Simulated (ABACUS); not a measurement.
Geometry relaxation, with input and output: W (part 3 of 3)

Continued. System: W (Im-3m, 1 atom in the cell). Method: Kohn-Sham DFT of a periodic cell, PW91, PseudoDojo NC SR 0.5 PBE stringent, no spin polarisation (ABACUS 3.10.1); cutoff 1006.82 eV, 10×10×10 k-mesh, fermi-dirac of 0.05 eV. The structure derives from an entry of the Crystallography Open Database.

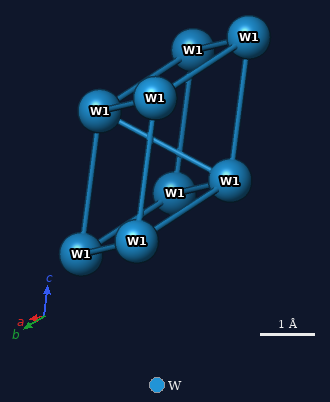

*The geometry at step 3 of the log (ball-and-stick view of the cell of the calculation, seen at an oblique angle; atoms are numbered from 1 in the order of the input).*

What the program printed, continued:
```
----------------------------------------------------------

 charge density convergence is achieved
 final etot is -2065.72642281585 eV
 EFERMI = 22.12688605470 eV

 STATE ENERGY(eV) AND OCCUPATIONS    NSPIN == 1
[... levels at 12 further k points ...]

------------------------------------------------------------------------------------------
 TOTAL-FORCE (eV/Angstrom)
------------------------------------------------------------------------------------------
                        W1         0.0000000000         0.0000000000         0.0000000000
------------------------------------------------------------------------------------------

----------------------------------------------------------------
 TOTAL-STRESS (KBAR)
----------------------------------------------------------------
        -2.4124860841         0.0000000002         0.0000000004
         0.0000000002        -2.4124860839         0.0000000004
         0.0000000004         0.0000000004        -2.4124860834
----------------------------------------------------------------
 TOTAL-PRESSURE: -2.412486 KBAR

 Largest gradient in force is 0.000000 eV/A.
 Threshold is 0.010000 eV/A.

 Largest gradient in stress is 2.412486 kbar.
 Threshold is 0.500000 kbar.

 Relaxation is not converged yet!
DIRECT COORDINATES
    atom                   x                   y                   z     mag                  vx                  vy                  vz
taud_W1            0.0000000000        0.0000000000        0.0000000000  0.0000        0.0000000000        0.0000000000        0.0000000000

                          Volume (Bohr^3) = 108.829672
                             Volume (A^3) = 16.126874

 Lattice vectors: (Cartesian coordinate: in unit of a_0)
            +2.756709           -0.000000           -0.000000
            -0.918903           +2.599050           -0.000000
            -0.918903           -1.299525           +2.250843
 Reciprocal vectors: (Cartesian coordinate: in unit of 2 pi/a_0)
            +0.362751           +0.128252           +0.222139
            +0.000000           +0.384756           +0.222139
            +0.000000           +0.000000           +0.444278

 -------------------------------------------
 STEP OF RELAXATION : 5
 -------------------------------------------

[... set-up of the moved cell ...]

 PW ALGORITHM --------------- ION=   5  ELEC=   1--------------------------------
 Notice: Threshold on eigenvalues was too large.
 hsover_error=0.140000 > DRHO=0.000001
 Origin diag ethr = 0.010000
 New diag ethr = 0.000000

 Density error is 0.000000382030
                          Error Threshold = 0.000000004053
----------------------------------------------------------
     Energy           Rydberg                 eV
----------------------------------------------------------
 E_KohnSham     -151.8280313189      -2065.7263420591
 E_Harris       -151.8244834412      -2065.6780707075
 E_Fermi        1.6318505481         22.2024657388
----------------------------------------------------------

 PW ALGORITHM --------------- ION=   5  ELEC=   2--------------------------------

 Density error is 0.000000006209
                          Error Threshold = 0.000000002729
----------------------------------------------------------
     Energy           Rydberg                 eV
----------------------------------------------------------
 E_KohnSham     -151.8280313977      -2065.7263431315
 E_KS(sigma->0) -151.8278631472      -2065.7240539657
 E_Harris       -151.8282835493      -2065.7297738298
 E_band         -6.5644192273        -89.3135055522
 E_one_elec     -16.2672369485       -221.3271132154
 E_Hartree      16.2804954366        221.5075042006
 E_xc           -33.2621995377       -452.5554417256
 E_Ewald        -118.5787538471      -1613.3467140595
 E_entropy(-TS) -0.0003365010        -0.0045783315
 E_descf        0.0000000000         0.0000000000
 E_exx          0.0000000000         0.0000000000
 E_Fermi        1.6319660385         22.2040370665
----------------------------------------------------------

 charge density convergence is achieved
 final etot is -2065.72634313145 eV
 EFERMI = 22.20403706654 eV

 STATE ENERGY(eV) AND OCCUPATIONS    NSPIN == 1
[... levels at 12 further k points ...]

------------------------------------------------------------------------------------------
 TOTAL-FORCE (eV/Angstrom)
------------------------------------------------------------------------------------------
                        W1         0.0000000000         0.0000000000         0.0000000000
------------------------------------------------------------------------------------------

----------------------------------------------------------------
 TOTAL-STRESS (KBAR)
----------------------------------------------------------------
         7.0186547904        -0.0000000006        -0.0000000011
        -0.0000000006         7.0186547900        -0.0000000012
        -0.0000000011        -0.0000000012         7.0186547883
----------------------------------------------------------------
 TOTAL-PRESSURE: 7.018655 KBAR

 Largest gradient in force is 0.000000 eV/A.
 Threshold is 0.010000 eV/A.

 Largest gradient in stress is 7.018655 kbar.
 Threshold is 0.500000 kbar.

 Relaxation is not converged yet!
DIRECT COORDINATES
    atom                   x                   y                   z     mag                  vx                  vy                  vz
taud_W1            0.0000000000        0.0000000000        0.0000000000  0.0000        0.0000000000        0.0000000000        0.0000000000

                          Volume (Bohr^3) = 109.089671
                             Volume (A^3) = 16.165402

 Lattice vectors: (Cartesian coordinate: in unit of a_0)
            +2.758902           -0.000000           -0.000000
            -0.919634           +2.601118           -0.000000
            -0.919634           -1.300559           +2.252634
 Reciprocal vectors: (Cartesian coordinate: in unit of 2 pi/a_0)
            +0.362463           +0.128150           +0.221962
            +0.000000           +0.384450           +0.221962
            +0.000000           +0.000000           +0.443925

 -------------------------------------------
 STEP OF RELAXATION : 6
 -------------------------------------------

[... set-up of the moved cell ...]

 PW ALGORITHM --------------- ION=   6  ELEC=   1--------------------------------
 Notice: Threshold on eigenvalues was too large.
 hsover_error=0.140000 > DRHO=0.000001
 Origin diag ethr = 0.010000
 New diag ethr = 0.000000

 Density error is 0.000000879403
                          Error Threshold = 0.000000007631
----------------------------------------------------------
     Energy           Rydberg                 eV
----------------------------------------------------------
 E_KohnSham     -151.8280376422      -2065.7264280928
 E_Harris       -151.8333269793      -2065.7983932155
 E_Fermi        1.6277333522         22.1464484152
----------------------------------------------------------

 PW ALGORITHM --------------- ION=   6  ELEC=   2--------------------------------

 Density error is 0.000000017627
                          Error Threshold = 0.000000006281
----------------------------------------------------------
     Energy           Rydberg                 eV
----------------------------------------------------------
 E_KohnSham     -151.8280378147      -2065.7264304391
 E_Harris       -151.8276721297      -2065.7214550403
 E_Fermi        1.6275606174         22.1440982365
----------------------------------------------------------

 PW ALGORITHM --------------- ION=   6  ELEC=   3--------------------------------

 Density error is 0.000000001348
                          Error Threshold = 0.000000000126
----------------------------------------------------------
     Energy           Rydberg                 eV
----------------------------------------------------------
 E_KohnSham     -151.8280378167      -2065.7264304667
 E_KS(sigma->0) -151.8278686292      -2065.7241285522
 E_Harris       -151.8280663724      -2065.7268189862
 E_band         -6.6243262499        -90.1285824099
 E_one_elec     -16.3985459198       -223.1136634240
 E_Hartree      16.3141645646        221.9655961877
 E_xc           -33.2588440365       -452.5097877896
 E_Ewald        -118.4844740499      -1612.0639716118
 E_entropy(-TS) -0.0003383751        -0.0046038290
 E_descf        0.0000000000         0.0000000000
 E_exx          0.0000000000         0.0000000000
 E_Fermi        1.6275722112         22.1442559782
----------------------------------------------------------

 charge density convergence is achieved
 final etot is -2065.72643046673 eV
 EFERMI = 22.14425597819 eV

 STATE ENERGY(eV) AND OCCUPATIONS    NSPIN == 1
 1/12 kpoint (Cartesian) = 0.00000 0.00000 0.00000 (1157 pws)
       1     -52.208427       0.002000
       2     -15.798498       0.002000
       3     -15.798498       0.002000
       4     -15.798498       0.002000
       5      12.519672       0.002000
       6      20.779498       0.002000
       7      20.779498       0.002000
       8      20.779498       0.002000
       9      24.196370       0.000000
      10      24.196370       0.000000
      11      36.523668       0.000000

 2/12 kpoint (Cartesian) = -0.03625 0.02563 0.00000 (1145 pws)
       1     -52.196770       0.024000
       2     -15.922148       0.024000
       3     -15.837403       0.024000
       4     -15.799027       0.024000
       5      12.985062       0.024000
       6      20.507961       0.024000
       7      20.704858       0.024000
       8      21.234072       0.024000
       9      23.813893       0.000000
      10      24.205875       0.000000
      11      36.884946       0.000000

 3/12 kpoint (Cartesian) = -0.07249 0.05126 0.00000 (1143 pws)
       1     -52.166162       0.024000
       2     -16.236736       0.024000
       3     -15.937979       0.024000
       4     -15.800448       0.024000
       5      14.198946       0.024000
       6      19.868858       0.024000
       7      20.354451       0.024000
       8      22.546993       0.000008
       9      23.490246       0.000000
      10      24.289733       0.000000
      11      37.174585       0.000000

 4/12 kpoint (Cartesian) = -0.10874 0.07689 0.00000 (1144 pws)
       1     -52.128137       0.024000
       2     -16.608963       0.024000
       3     -16.059822       0.024000
       4     -15.802287       0.024000
       5      15.468539       0.024000
       6      19.185634       0.024000
       7      20.296569       0.024000
       8      23.784698       0.000000
       9      24.524768       0.000000
      10      24.542735       0.000000
      11      35.838834       0.000000

 5/12 kpoint (Cartesian) = -0.14499 0.10252 0.00000 (1146 pws)
       1     -52.097219       0.024000
       2     -16.898089       0.024000
       3     -16.156471       0.024000
       4     -15.803832       0.024000
       5      15.888309       0.024000
       6      18.695862       0.024000
       7      21.535851       0.024000
       8      24.147335       0.000000
       9      24.854719       0.000000
      10      26.768098       0.000000
      11      34.057509       0.000000

 6/12 kpoint (Cartesian) = 0.18123 0.25630 0.22196 (1148 pws)
       1     -52.085371       0.012000
       2     -17.005924       0.012000
       3     -16.192952       0.012000
       4     -15.804438       0.012000
       5      15.876848       0.012000
       6      18.520685       0.012000
       7      22.699954       0.000000
       8      24.070712       0.000000
       9      25.027585       0.000000
      10      27.951271       0.000000
      11      32.730934       0.000000

[... levels at 6 further k points ...]

------------------------------------------------------------------------------------------
 TOTAL-FORCE (eV/Angstrom)
------------------------------------------------------------------------------------------
                        W1         0.0000000000         0.0000000000         0.0000000000
------------------------------------------------------------------------------------------

----------------------------------------------------------------
 TOTAL-STRESS (KBAR)
----------------------------------------------------------------
         0.0066901755        -0.0000000000        -0.0000000000
        -0.0000000000         0.0066901755        -0.0000000000
        -0.0000000000        -0.0000000000         0.0066901755
----------------------------------------------------------------
 TOTAL-PRESSURE: 0.006690 KBAR

 Largest gradient in force is 0.000000 eV/A.
 Threshold is 0.010000 eV/A.

 Largest gradient in stress is 0.006690 kbar.
 Threshold is 0.500000 kbar.

 Relaxation is converged!

 --------------------------------------------
 !FINAL_ETOT_IS -2065.7264304667301076 eV
 --------------------------------------------
```

Trajectory as extended XYZ (Å, eV, eV/Å), 6 frames, from step=0 to step=5:
```
1
Lattice="2.7407 0.0000 0.0000 -0.9136 2.5840 0.0000 -0.9136 -1.2920 2.2378" Properties=species:S:1:pos:R:3:forces:R:3 step=0 energy=-2065.72027 pressure_GPa=6.35
W     0.0000    0.0000    0.0000    0.0000   0.0000   0.0000
1
Lattice="2.8268 -0.0000 -0.0000 -0.9423 2.6651 -0.0000 -0.9423 -1.3326 2.3081" Properties=species:S:1:pos:R:3:forces:R:3 step=1 energy=-2065.64911 pressure_GPa=-19.00
W     0.0000    0.0000    0.0000    0.0000   0.0000   0.0000
1
Lattice="2.7595 -0.0000 -0.0000 -0.9198 2.6017 -0.0000 -0.9198 -1.3009 2.2532" Properties=species:S:1:pos:R:3:forces:R:3 step=2 energy=-2065.72642 pressure_GPa=-0.18
W     0.0000    0.0000    0.0000    0.0000   0.0000   0.0000
1
Lattice="2.7595 -0.0000 -0.0000 -0.9198 2.6017 -0.0000 -0.9198 -1.3009 2.2532" Properties=species:S:1:pos:R:3:forces:R:3 step=3 energy=-2065.72642 pressure_GPa=-0.24
W     0.0000    0.0000    0.0000    0.0000   0.0000   0.0000
1
Lattice="2.7567 -0.0000 -0.0000 -0.9189 2.5991 -0.0000 -0.9189 -1.2995 2.2508" Properties=species:S:1:pos:R:3:forces:R:3 step=4 energy=-2065.72634 pressure_GPa=0.70
W     0.0000    0.0000    0.0000    0.0000   0.0000   0.0000
1
Lattice="2.7589 -0.0000 -0.0000 -0.9196 2.6011 -0.0000 -0.9196 -1.3006 2.2526" Properties=species:S:1:pos:R:3:forces:R:3 step=5 energy=-2065.72643 pressure_GPa=0.00
W     0.0000    0.0000    0.0000    0.0000   0.0000   0.0000
```

This output came from the following input.

Input file:
```python
"""ABACUS run from a structure file: ASE reads it, the script writes STRU, KPT and INPUT."""
import re
import subprocess
from ase.io import read
from ase.units import Bohr

atoms = read("W.cif")
atoms = atoms[(-atoms.numbers).argsort(kind="stable")]  # ABACUS lists atoms element by element
pseudo = {'W': 'W.upf'}
orbital = {}
magmoms = None
kmesh = [10, 10, 10]
params = {
    'suffix': 'W',
    'calculation': 'cell-relax',
    'basis_type': 'pw',
    'pseudo_dir': './',
    'symmetry': 1,
    'dft_functional': 'GGA_X_PW91+GGA_C_PW91',
    'ecutwfc': 74,
    'pseudo_rcut': 10,
    'nspin': 1,
    'nbands': 11,
    'ks_solver': 'dav',
    'smearing_method': 'fd',
    'smearing_sigma': 0.00367493,
    'scf_thr': 1e-08,
    'scf_nmax': 100,
    'mixing_type': 'broyden',
    'mixing_beta': 0.7,
    'cal_force': 1,
    'cal_stress': 1,
    'relax_nmax': 60,
    'force_thr_ev': 0.01,
    'relax_method': 'cg',
    'out_stru': 1,
    'stress_thr': 0.5,
    'kpar': 4,
}

symbols = atoms.get_chemical_symbols()
elements = list(dict.fromkeys(symbols))
lines = ["ATOMIC_SPECIES"] + [f"{e} {atoms.get_masses()[symbols.index(e)]:.4f} {pseudo[e]}" for e in elements]
if orbital:
    lines += ["", "NUMERICAL_ORBITAL"] + [orbital[e] for e in elements]
lines += ["", "LATTICE_CONSTANT", f"{1 / Bohr:.10f}", "", "LATTICE_VECTORS"]
lines += [" ".join(f"{x:.10f}" for x in v) for v in atoms.cell]
lines += ["", "ATOMIC_POSITIONS", "Direct"]
for e in elements:
    lines += ["", e, "0.0", str(symbols.count(e))]
    for i, p in enumerate(atoms.get_scaled_positions(wrap=False)):
        if symbols[i] == e:
            mag = "" if magmoms is None else " mag " + " ".join(str(x) for x in (magmoms[i] if isinstance(magmoms[i], list) else [magmoms[i]]))
            lines.append(" ".join(f"{x:.10f}" for x in p) + " 1 1 1" + mag)
open("STRU", "w").write("\n".join(lines) + "\n")
open("KPT", "w").write("K_POINTS\n0\nGamma\n%d %d %d 0 0 0\n" % tuple(kmesh))
open("INPUT", "w").write("INPUT_PARAMETERS\n" + "".join(f"{k:<20s}{v}\n" for k, v in params.items()))

done = subprocess.run(['mpirun', '-np', '4', 'abacus'])
if done.returncode:
    raise SystemExit(done.returncode)
log = open("OUT.W/running_cell-relax.log").read()
print("final energy (eV):", re.findall(r"FINAL_ETOT_IS (\S+)", log))
```

File W.cif:
```
data_W
_cell_length_a 2.74070194
_cell_length_b 2.74070194
_cell_length_c 2.74070194
_cell_angle_alpha 109.47122063
_cell_angle_beta 109.47122063
_cell_angle_gamma 109.47122063
_space_group_name_H-M_alt 'P1'
_space_group_name_Hall 'P 1'
_space_group_IT_number 1
loop_
_space_group_symop_operation_xyz
'x,y,z'
loop_
_atom_site_label
_atom_site_type_symbol
_atom_site_symmetry_multiplicity
_atom_site_Wyckoff_symbol
_atom_site_fract_x
_atom_site_fract_y
_atom_site_fract_z
_atom_site_occupancy
W1 W 1 a 0.0000000000 0.0000000000 0.0000000000 1
```

File INPUT:
```
INPUT_PARAMETERS
suffix              W
calculation         cell-relax
basis_type          pw
pseudo_dir          ./
symmetry            1
dft_functional      GGA_X_PW91+GGA_C_PW91
ecutwfc             74
pseudo_rcut         10
nspin               1
nbands              11
ks_solver           dav
smearing_method     fd
smearing_sigma      0.00367493
scf_thr             1e-08
scf_nmax            100
mixing_type         broyden
mixing_beta         0.7
cal_force           1
cal_stress          1
relax_nmax          60
force_thr_ev        0.01
relax_method        cg
out_stru            1
stress_thr          0.5
kpar                4
```

File STRU:
```
ATOMIC_SPECIES
W 183.8400 W.upf

LATTICE_CONSTANT
1.8897261258

LATTICE_VECTORS
2.7407019400 0.0000000000 0.0000000000
-0.9135673131 2.5839585694 0.0000000000
-0.9135673131 -1.2919792843 2.2377737637

ATOMIC_POSITIONS
Direct

W
0.0
1
0.0000000000 0.0000000000 0.0000000000 1 1 1
```

File KPT:
```
K_POINTS
0
Gamma
10 10 10 0 0 0
```

Launched with:
```bash
OMP_NUM_THREADS=1 python run_abacus.py > log
```

Key numbers:

- outcome: converged
- space group (tolerance 0.01 Å): Im-3m (229)
- electrons treated: 14
- free energy: −2065.7264 eV
- Fermi energy: 22.144 eV
- gap on the k-point mesh: none (metallic)
- pressure: 0.00 GPa
- final volume: 16.17 Å³
- largest force (length of the vector) at the end: under 0.001 eV/Å
- final cell: a = 2.759 Å, b = 2.759 Å, c = 2.759 Å, α = 109.47°, β = 109.47°, γ = 109.47°
- hardware: 4 threads of AMD EPYC (Zen 3), 192 GiB of memory available, shared host
- wall time: 15 s (CPU time 54 s)
- peak memory: 0.36 GiB

Remarks:

Spin–orbit coupling is left out, which matters for W.
